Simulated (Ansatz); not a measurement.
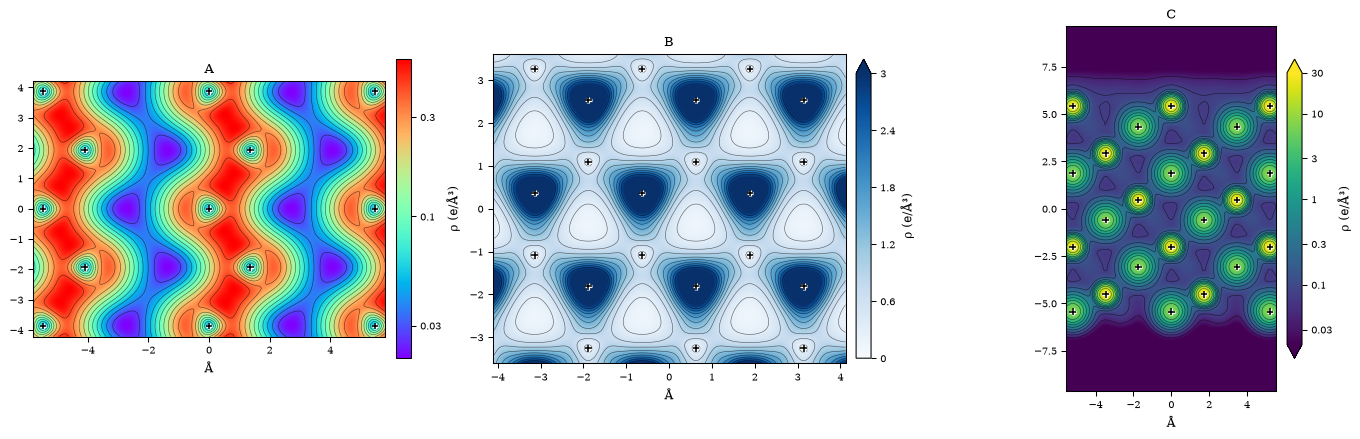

The valence pseudo-density of 3 systems, each on a plane through atoms (crosses mark nuclei in the plane).

Method: DFT PBE, scalar-relativistic, plane waves, PAW in Ansatz.

System 1: MgO (slab), the (110) plane of the calculation cell, a cut from vacuum to vacuum. 

System 2: BN, the (001) plane of the conventional cell. Space group R3m; a structure from a database of computed crystals, not necessarily the ambient phase.

```xyz
6
Lattice="2.5121 0.0000 0.0000 -1.2561 2.1756 0.0000 0.0000 0.0000 12.5379" Properties=species:S:1:pos:R:3 pbc="T T T"
B     1.2561    0.7252    4.1737
B     0.0000    1.4504    8.3530
B     0.0000    0.0000   12.5324
N     0.0000    0.0000    4.1736
N     1.2561    0.7252    8.3529
N     0.0000    1.4504   12.5321
```

System 3: Si, the (011) plane of the conventional cell. Space group Fd-3m.

Q: Match each panel to its system.

A: Panel A is system 3, Si: the plane holds Si. Si–Si (2.37 Å): ρ at the midpoint is about 0.56 e/Å³. Panel B is system 2, BN: the plane holds B and N. B–N (1.45 Å): ρ is about 1.8 e/Å³ halfway. Panel C is system 1, MgO: the plane holds O and Mg. Mg–O (1.96 Å): ρ at the midpoint is about 0.44 e/Å³.
